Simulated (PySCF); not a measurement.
System: C₄H₉NO.

```yaml
atoms:
  - { symbol: C, position_ang: [1.9653, -0.0616, 0.7710] }
  - { symbol: C, position_ang: [0.9289, -0.0273, -0.3202] }
  - { symbol: O, position_ang: [1.1875, -0.0317, -1.4974] }
  - { symbol: N, position_ang: [-0.4323, 0.0124, 0.1804] }
  - { symbol: C, position_ang: [-1.1745, -1.1767, -0.2246] }
  - { symbol: C, position_ang: [-1.1011, 1.2467, -0.2173] }
  - { symbol: H, position_ang: [1.8380, 0.8217, 1.4176] }
  - { symbol: H, position_ang: [2.9803, -0.0915, 0.3543] }
  - { symbol: H, position_ang: [1.7844, -0.9387, 1.4133] }
  - { symbol: H, position_ang: [-0.6460, -2.0828, 0.1118] }
  - { symbol: H, position_ang: [-2.1643, -1.1669, 0.2581] }
  - { symbol: H, position_ang: [-1.3178, -1.2483, -1.3223] }
  - { symbol: H, position_ang: [-0.5192, 2.1171, 0.1250] }
  - { symbol: H, position_ang: [-1.2391, 1.3337, -1.3146] }
  - { symbol: H, position_ang: [-2.0900, 1.2937, 0.2650] }
```

Geometry: B3LYP-D3(BJ)/def2-SVP.

Computed with PBE0/pcSseg-1, SCF density, gas phase, non-relativistic in PySCF.

### What can the converged electron density and electron localisation function tell about the bonding?

C–O (1.21 Å): ρ at the midpoint is about 3.3 e/Å³; the ELF peaks at about 0.85 between the atoms: a multiple bond.
C–N (1.45 Å): the density is about 2 e/Å³ at the midpoint; the ELF peaks at about 0.95 between the atoms: a covalent bond.
C–C (1.51 Å): ρ at the midpoint is about 1.7 e/Å³; the ELF peaks at about 0.95 between the atoms; localised, covalent bonding.
C–H (1.10 Å): ρ at the midpoint is about 2 e/Å³; the ELF climbs to about 1 towards the hydrogen, as it does in any bond to H: an ordinary covalent bond to hydrogen.

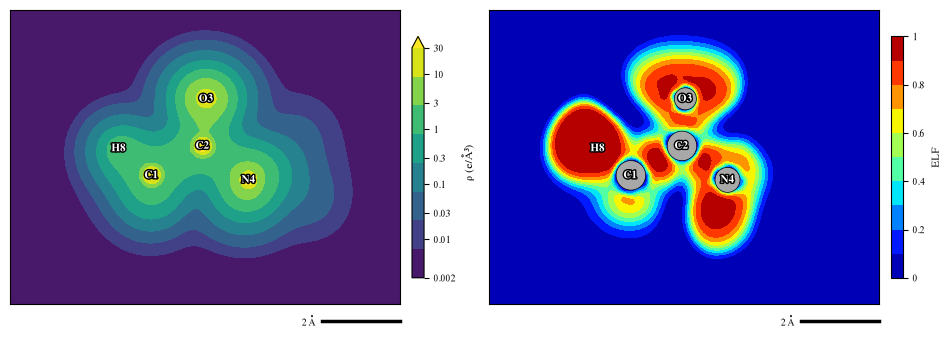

Computed electron density and electron localisation function on the plane of atoms C2, C1 and H8, in this order. Grey discs cover the atomic cores in the ELF map. 
